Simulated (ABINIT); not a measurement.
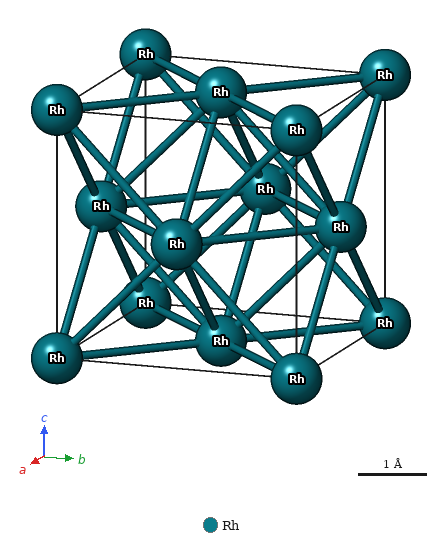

The structure as given in the input (ball-and-stick view of the cell 4 times as large as that of the calculation, set on its symmetry axes, seen slightly off an axis). An atom can appear more than once, as a periodic image. Near neighbours in the periodic cell (some may lie outside the picture): Rh has 12 Rh at 2.68 Å.

# Run report: Rh, optical-spectrum calculation (part 1 of 2)

System: Rh (Fm-3m, 1 atom in the cell).
Method: Kohn-Sham DFT of a periodic cell, PBEsol, PseudoDojo NC SR PBEsol v0.4.1 standard, no spin polarisation (ABINIT 10.8.3).

The structure derives from an entry of the Crystallography Open Database.

### What the program printed
```
.Version 10.8.3 of ABINIT
 DATASET    1 : space group Fm -3 m (#225); Bravais cF (face-center cubic)
================================================================================
 Values of the parameters that define the memory need for DATASET  1.
     intxc =       0    ionmov =       0      iscf =       7    lmnmax =       6
     lnmax =       6     mgfft =      30  mpssoang =       3    mqgrid =    3001
     natom =       1  nloc_mem =       1    nspden =       1   nspinor =       1
    nsppol =       1      nsym =      48    n1xccc =    2501    ntypat =       1
    occopt =       3   xclevel =       2
       mpw =        1130          nfft =       27000          nkpt =         182
================================================================================
================================================================================

 DATASET    2 : space group Fm -3 m (#225); Bravais cF (face-center cubic)
================================================================================
 Values of the parameters that define the memory need for DATASET  2.
     intxc =       0    ionmov =       0      iscf =      -3    lmnmax =       6
     lnmax =       6     mgfft =      30  mpssoang =       3    mqgrid =    3001
     natom =       1  nloc_mem =       1    nspden =       1   nspinor =       1
    nsppol =       1      nsym =      48    n1xccc =    2501    ntypat =       1
    occopt =       3   xclevel =       2
       mpw =        1130          nfft =       27000          nkpt =         182
================================================================================
================================================================================

 DATASET    3 : space group Fm -3 m (#225); Bravais cF (face-center cubic)
================================================================================
 Values of the parameters that define the memory need for DATASET  3.
     intxc =       0    ionmov =       0      iscf =       7    lmnmax =       6
     lnmax =       6     mgfft =      30  mpssoang =       3    mqgrid =    3001
     natom =       1  nloc_mem =       1    nspden =       1   nspinor =       1
    nsppol =       1      nsym =      48    n1xccc =    2501    ntypat =       1
    occopt =       3   xclevel =       2
       mpw =        1130          nfft =       27000          nkpt =         182
================================================================================
================================================================================

--------------------------------------------------------------------------------
------------- Echo of variables that govern the present computation ------------
--------------------------------------------------------------------------------
 -outvars: echo values of preprocessed input variables --------
            acell      1.0000000000E+00  1.0000000000E+00  1.0000000000E+00 Bohr
              amu      1.02905500E+02
             ecut      4.00000000E+01 Hartree
           getden1          0
           getden2          1
           getden3          0
           getwfk1          0
           getwfk2          0
           getwfk3          2
             iscf1          7
             iscf2         -3
             iscf3          7
              ixc     -116133
           jdtset        1    2    3
                       outvar_i_n : Printing only first  50 k-points.
         kptrlatt       12  -12   12    -12   12   12    -12  -12   12
          kptrlen      8.60740014E+01
            natom           1
            nband1         13
            nband2         20
            nband3         16
           nbdbuf1          0
           nbdbuf2          4
           nbdbuf3          0
           ndtset           3
            ngfft          30      30      30
             nkpt         182
            nstep1         80
            nstep2        120
            nstep3         80
             nsym          48
           ntypat           1
                       prtocc : prtvol=0, do not print more k-points.
                       prtocc : prtvol=0, do not print more k-points.
                       prtocc : prtvol=0, do not print more k-points.
           occopt           3
        optdriver1          0
        optdriver2          0
        optdriver3          8
           prtden1          1
           prtden2          0
           prtden3          1
        prtebands           0
           prteig           0
           prtevk1          0
           prtevk2          0
           prtevk3          1
            prtwf1          0
            prtwf2          1
            prtwf3          1
            rprim      0.0000000000E+00  3.5864167256E+00  3.5864167256E+00
                       3.5864167256E+00  0.0000000000E+00  3.5864167256E+00
                       3.5864167256E+00  3.5864167256E+00  0.0000000000E+00
           shiftk      5.00000000E-01  5.00000000E-01  5.00000000E-01
          spgroup         225
           tolvrs1     1.00000000E-12
           tolvrs2     0.00000000E+00
           tolvrs3     0.00000000E+00
           tolwfr1     0.00000000E+00
           tolwfr2     1.00000000E-12
           tolwfr3     0.00000000E+00
           tsmear      3.67493000E-03 Hartree
            typat      1
         wfk_task1          0
         wfk_task2          0
         wfk_task3          7
                       outvars : Printing only first  50 k-points.
            znucl       45.00000

================================================================================

 chkinp: Checking input parameters for consistency, jdtset=   1.

 chkinp: Checking input parameters for consistency, jdtset=   2.

 chkinp: Checking input parameters for consistency, jdtset=   3.

================================================================================
== DATASET  1 ==================================================================

--- !DatasetInfo
iteration_state: {dtset: 1, }
dimensions: {natom: 1, nkpt: 182, mband: 13, nsppol: 1, nspinor: 1, nspden: 1, mpw: 1130, }
cutoff_energies: {ecut:  40.0, pawecutdg:  -1.0, }
electrons: {nelect:   1.70000000E+01, charge:   0.00000000E+00, occopt:   3.00000000E+00, tsmear:   3.67493000E-03, }
meta: {optdriver: 0, ionmov: 0, optcell: 0, iscf: 7, paral_kgb: 0, }
...

 Real(R)+Recip(G) space primitive vectors, cartesian coordinates (Bohr,Bohr^-1):
 R(1)=  0.0000000  3.5864167  3.5864167  G(1)= -0.1394149  0.1394149  0.1394149
 R(2)=  3.5864167  0.0000000  3.5864167  G(2)=  0.1394149 -0.1394149  0.1394149
 R(3)=  3.5864167  3.5864167  0.0000000  G(3)=  0.1394149  0.1394149 -0.1394149
 Unit cell volume ucvol=  9.2259745E+01 bohr^3
 Angles (23,13,12)=  6.00000000E+01  6.00000000E+01  6.00000000E+01 degrees

 getcut: wavevector=  0.0000  0.0000  0.0000  ngfft=  30  30  30
         ecut(hartree)=     40.000   => boxcut(ratio)=   2.07985

--- Pseudopotential description ------------------------------------------------
- pspini: atom type   1  psp file is ./Rh.upf
  45.00000  17.00000  180301                  znucl, zion, pspdat
12 -116133 2 -1 1568                          pspcod,pspxc,lmax,lloc,mmax
     nproj     2     2     2

   3.65704329E+02                                ecore*ucvol(ha*bohr**3)
--------------------------------------------------------------------------------

================================================================================

--- !BeginCycle
iteration_state: {dtset: 1, }
solver: {iscf: 7, nstep: 80, nline: 4, wfoptalg: 0, }
tolerances: {tolvrs: 1.00E-12, }
...

     iter   Etot(hartree)      deltaE(h)  residm     vres2
 ETOT  1  -117.14738989095    -1.171E+02 3.233E-01 1.213E+02
 ETOT  2  -117.18530391889    -3.791E-02 3.556E-02 1.144E+02
 ETOT  3  -117.21625016034    -3.095E-02 4.771E-03 1.333E-02
 ETOT  4  -117.21625671685    -6.557E-06 2.484E-03 3.804E-04
 ETOT  5  -117.21625680467    -8.782E-08 1.575E-03 1.670E-06
 ETOT  6  -117.21625680509    -4.223E-10 4.636E-03 2.023E-08
 ETOT  7  -117.21625680510    -3.595E-12 2.708E-03 3.430E-11
 ETOT  8  -117.21625680510    -2.302E-12 2.575E-03 3.238E-14

 At SCF step    8       vres2   =  3.24E-14 < tolvrs=  1.00E-12 =>converged.

 Cartesian components of stress tensor (hartree/bohr^3)
  sigma(1 1)=  1.33483376E-04  sigma(3 2)=  0.00000000E+00
  sigma(2 2)=  1.33483376E-04  sigma(3 1)=  0.00000000E+00
  sigma(3 3)=  1.33483376E-04  sigma(2 1)=  0.00000000E+00

--- !ResultsGS
iteration_state: {dtset: 1, }
comment   : Summary of ground state results
lattice_vectors:
- [  0.0000000,   3.5864167,   3.5864167, ]
- [  3.5864167,   0.0000000,   3.5864167, ]
- [  3.5864167,   3.5864167,   0.0000000, ]
lattice_lengths: [   5.07196,    5.07196,    5.07196, ]
lattice_angles: [ 60.000,  60.000,  60.000, ] # degrees, (23, 13, 12)
lattice_volume:   9.2259745E+01
convergence: {deltae: -2.302E-12, res2:  3.238E-14, residm:  2.575E-03, diffor: null, }
etotal    :  -1.17216257E+02
entropy   :   0.00000000E+00
fermie    :   6.00068309E-01
cartesian_stress_tensor: # hartree/bohr^3
- [  1.33483376E-04,   0.00000000E+00,   0.00000000E+00, ]
- [  0.00000000E+00,   1.33483376E-04,   0.00000000E+00, ]
- [  0.00000000E+00,   0.00000000E+00,   1.33483376E-04, ]
pressure_GPa:  -3.9272E+00
xred      :
- [  0.0000E+00,   0.0000E+00,   0.0000E+00, Rh]
cartesian_forces: # hartree/bohr
- [ -0.00000000E+00,  -0.00000000E+00,  -0.00000000E+00, ]
force_length_stats: {min:   0.00000000E+00, max:   0.00000000E+00, mean:   0.00000000E+00, }
...

 Integrated electronic density in atomic spheres:
 ------------------------------------------------
 Atom  Sphere_radius  Integrated_density
    1        2.00000         14.06262657
================================================================================

 ----iterations are completed or convergence reached----

 Mean square residual over all n,k,spin=   13.116E-07; max=  25.745E-04
 reduced coordinates (array xred) for    1 atoms
       0.000000000000      0.000000000000      0.000000000000
 rms dE/dt=  0.0000E+00; max dE/dt=  0.0000E+00; dE/dt below (all hartree)
    1       0.000000000000      0.000000000000      0.000000000000

 cartesian coordinates (angstrom) at end:
    1      0.00000000000000     0.00000000000000     0.00000000000000
```
